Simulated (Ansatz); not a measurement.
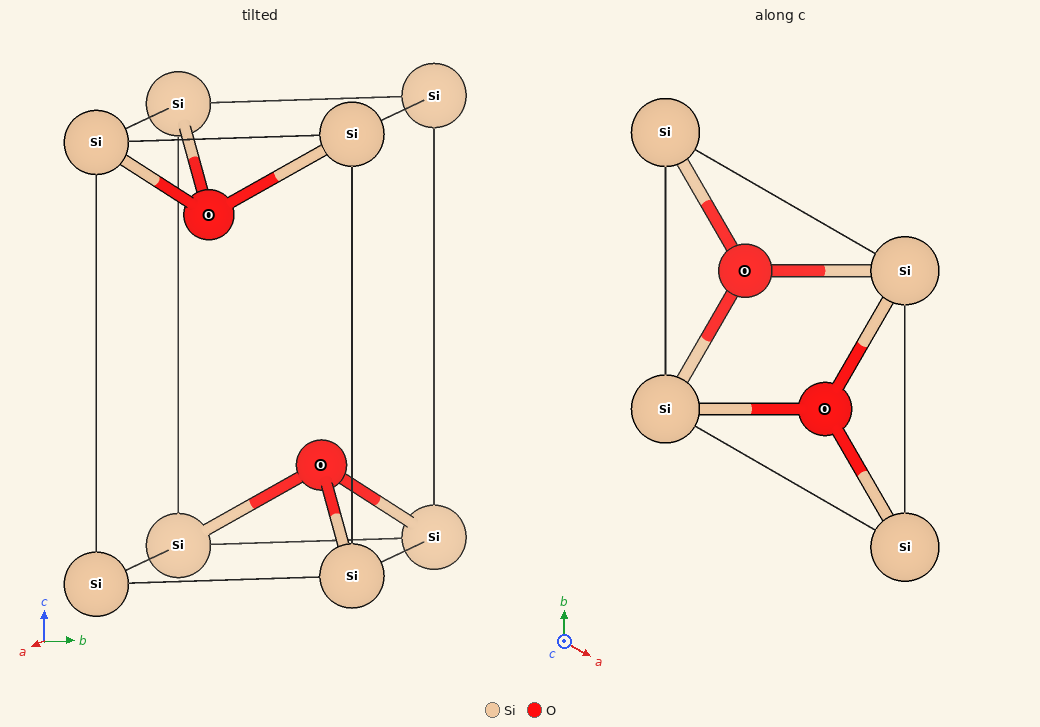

Crystal structure, ball-and-stick style, seen slightly off an axis and along the c axis. The frame is the conventional unit cell; atoms at its boundary are shown with their periodic copies. Cell: a = 2.69 Å, b = 2.69 Å, c = 4.60 Å, α = 90.00°, β = 90.00°, γ = 120.00°.

The structure comes from a structure type filled with these elements by a generator (whether the compound takes this form wasn't checked). Earlier steps of the study may have refined or changed the cell and positions. A calculation with Ansatz used it as input.

### What can be read from this drawing?

The formula is SiO2. The structure has P-3m1 (No. 164) symmetry and a primitive hexagonal lattice. Among the common structure types it is cadmium iodide (CdI₂, 1T) type. The cell has 3 atoms, namely 1 Si, 2 O. Si sits among six O in a distorted octahedral arrangement at about 1.8 Å. Around each O lie three Si in a trigonal pyramidal arrangement at about 1.8 Å. The bonds build SiO2 layers parallel to (001).

The numbers come from DFT LDA, scalar-relativistic, plane waves, PAW (Ansatz 0.2.0), using a basis cut at 420 eV, k-grid 12×12×6, Gaussian smearing of 0.02 eV, no spin polarisation.

### Metal or not?

An insulator at this level, with a gap of 6.03 eV, indirect.

### What does a Bader analysis give?

Si +3.20 e; O -1.60 e.

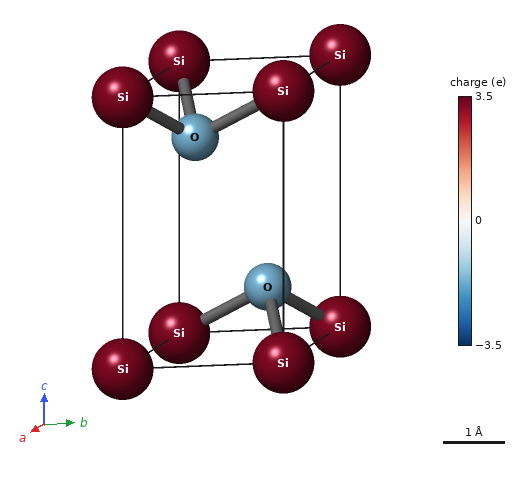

The atoms coloured by those charges. The run's cell of 3 atoms is drawn.

### Do the forces and the stress vanish for this geometry?

No. The largest force is 0.62 eV/Å, on O. The pressure is -7.6 GPa, so the cell would contract.

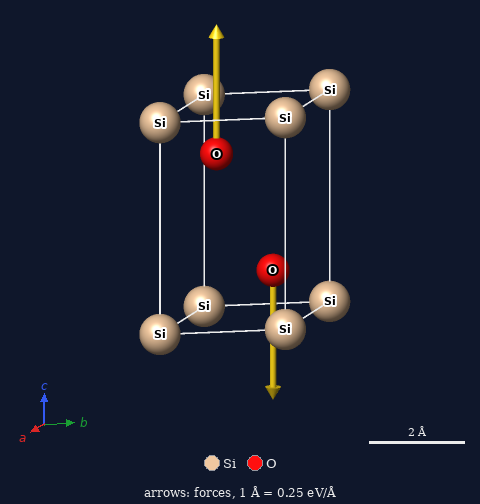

The forces as arrows. The run's cell of 3 atoms is drawn.
